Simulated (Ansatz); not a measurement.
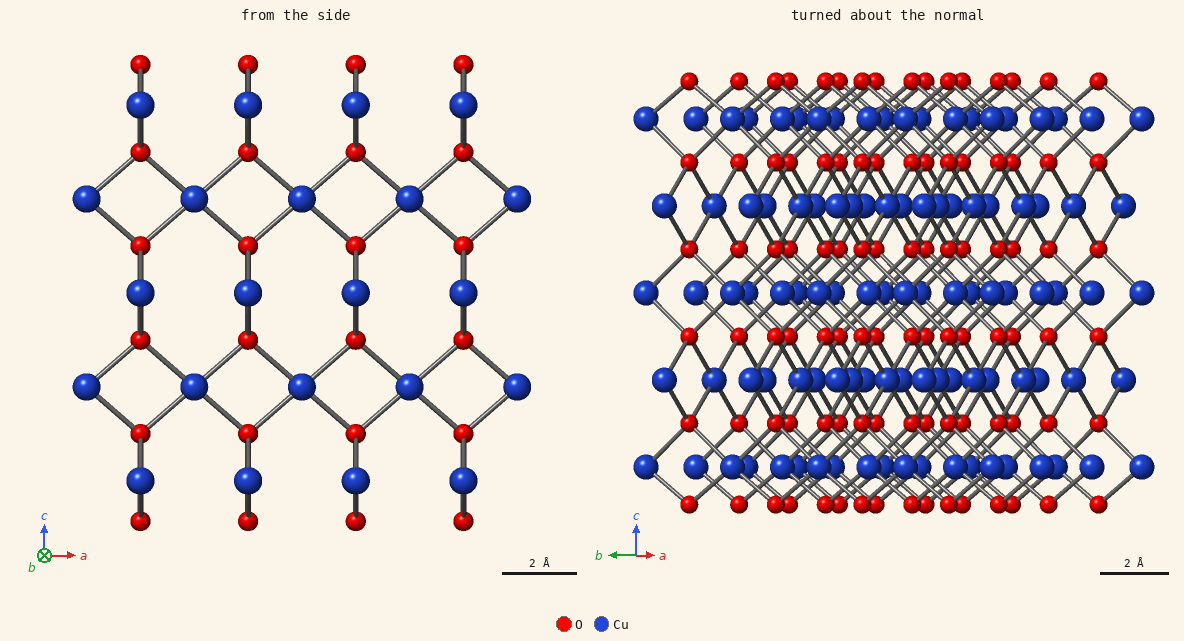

A ball-and-stick picture of a periodic slab, seen from the side and turned about the normal. The surface normal points up in side views; the vacuum is left out. 4×4 cells are drawn in the plane, with atoms at the edges repeated.

The cell holds 5 Cu, 6 O. The slab was cut from bulk CuO (Cccm).

With which atoms do the two faces end?

The top face ends in O, the bottom face in O. The two faces are alike.

What is its extent along the surface normal?

About 13 Å from the lowest to the highest atom.

Name the atomic layers in order from the top face down.

Eleven planes: O / Cu / O / Cu / O / Cu / O / Cu / O / Cu / O.

On which plane does the slab lie?

(0 0 1).

It derives from a structure listed in the Materials Project, from which a slab was cut. The atoms were relaxed in a fixed cell with DFT PBE, scalar-relativistic, plane waves, PAW in Ansatz.
